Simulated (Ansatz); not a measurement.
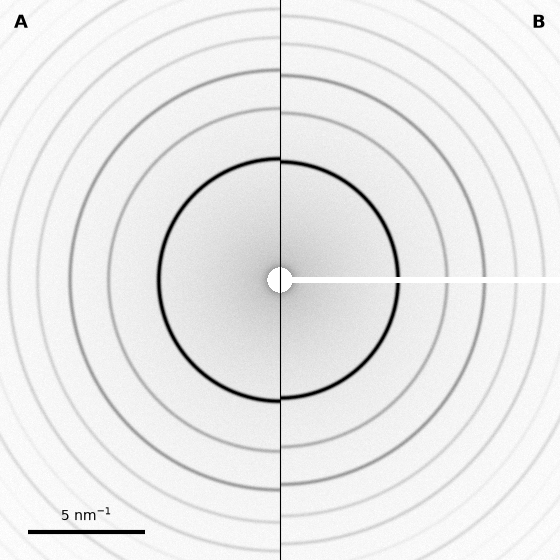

Simulated electron diffraction rings at 100 kV (λ = 0.0370 Å), scale in nm⁻¹ (radius = 1/d), for a fine-grained powder without texture. Kinematic intensities with B = 1.0 Å² for all atoms, without multiple scattering; brightness goes as intensity to the power 0.6, clipped at the top, with counting noise. Reflections closer than the ring width show as one ring. The left and right halves show two different samples, each scaled to its strongest ring.

Both are Ni in Im-3m, with cells of different size. Origins: A, the end point of a relaxation with Ansatz 0.2.0, DFT, LDA (PW92), plane waves (420 eV) with PAW, scalar-relativistic; the starting structure was generated, so it need not be a known form of this composition; B, the end point of a relaxation with DFT, PBE, plane waves (420 eV) with PAW, scalar-relativistic in Ansatz; the starting structure was generated, so it need not be a known form of this composition.

Which half has the larger cell, and by how much?

Answer. Half B: the volume of B is 8.3 % larger than that of A, and a larger cell draws the rings inwards on average.
A: a = 2.723 Å, b = 2.723 Å, c = 2.723 Å, α = 90.00°, β = 90.00°, γ = 90.00°; 110 at 5.19 nm⁻¹ (d = 1.925 Å), 200 at 7.35 nm⁻¹ (d = 1.361 Å), 211 at 9.00 nm⁻¹ (d = 1.112 Å), 220 at 10.39 nm⁻¹ (d = 0.963 Å).
B: a = 2.796 Å, b = 2.796 Å, c = 2.796 Å, α = 90.00°, β = 90.00°, γ = 90.00°; 110 at 5.06 nm⁻¹ (d = 1.977 Å), 200 at 7.15 nm⁻¹ (d = 1.398 Å), 211 at 8.76 nm⁻¹ (d = 1.141 Å), 220 at 10.12 nm⁻¹ (d = 0.988 Å).
